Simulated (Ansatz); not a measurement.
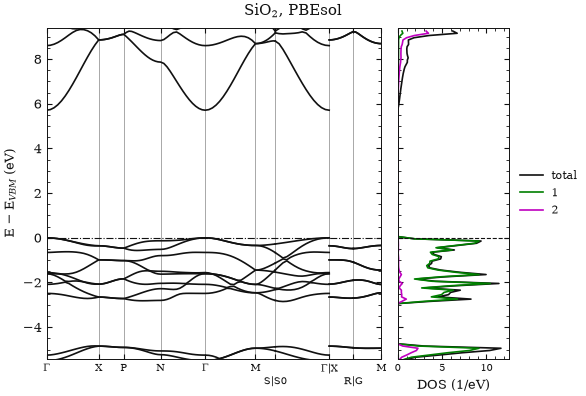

Band structure and density of states. Energies are counted from the top of the valence band. The partial curves are projected on Löwdin-orthogonalised atomic shells.

The material is SiO2, space group I-42d, 6 atoms in the cell.

Level of theory: DFT PBEsol, scalar-relativistic, plane waves, PAW, no spin polarisation, 6×6×6 k mesh, Gaussian smearing of 0.02 eV; code Ansatz.

The numbered curves are projections. Which is which? The candidates: O 2p, Si 3p.

Answer. 1 is O 2p; 2 is Si 3p.

Read off the fundamental gap and say whether it is direct.

Answer. The bands leave a gap. The gap along this path is 5.71 eV and direct: both edges lie at Γ.
